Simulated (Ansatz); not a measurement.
Take the following structure.

```
Ti O
1.0
     5.90051    0.00000    0.00000
     0.00000   10.23080    0.00000
     0.00000    0.00000    9.61979
Ti O
8 16
Direct
  0.00944 0.33338 0.56227
  0.49056 0.16662 0.06227
  0.50944 0.16662 0.43773
  0.99056 0.33338 0.93773
  0.50944 0.83338 0.56227
  0.99056 0.66662 0.06227
  0.00944 0.66662 0.43773
  0.49056 0.83338 0.93773
  0.76223 0.25038 0.49529
  0.73777 0.24962 0.99529
  0.01324 0.50000 0.50000
  0.23777 0.25038 0.00471
  0.50000 0.16663 0.25000
  0.48676 0.00000 0.00000
  0.26223 0.24962 0.50471
  0.00000 0.33337 0.75000
  0.26223 0.75038 0.49529
  0.23777 0.74962 0.99529
  0.51324 0.00000 0.50000
  0.73777 0.75038 0.00471
  0.00000 0.66663 0.25000
  0.98676 0.50000 0.00000
  0.76223 0.74962 0.50471
  0.50000 0.83337 0.75000
```

### Characterise the structure given above.

The structure is one of TiO2. Its lattice is base-centred orthorhombic, its space group C222_1 (No. 20). With Z = 8, the cell contains 8 Ti, 16 O. Ti is linked to four O in a tetrahedral arrangement at 1.81 Å. O bonds to two Ti in a linear arrangement at 1.81 Å. The bonds build a three-dimensional framework.

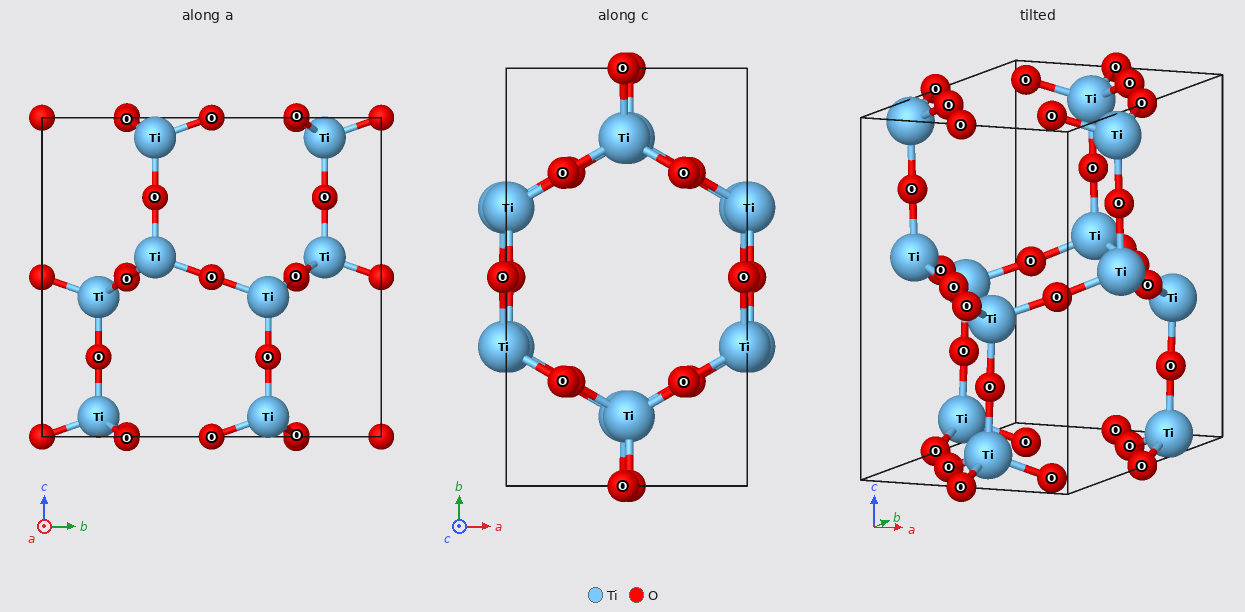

The figure gives a ball-and-stick picture of the atoms, viewed along the a axis, along the c axis and slightly off an axis. The edges of the conventional unit cell are marked.

The initial geometry was a structure listed in the Materials Project, with elements exchanged, so it need not be a known form of the compound. The structure drawn was relaxed with DFT r2SCAN, scalar-relativistic, plane waves, PAW (Ansatz).
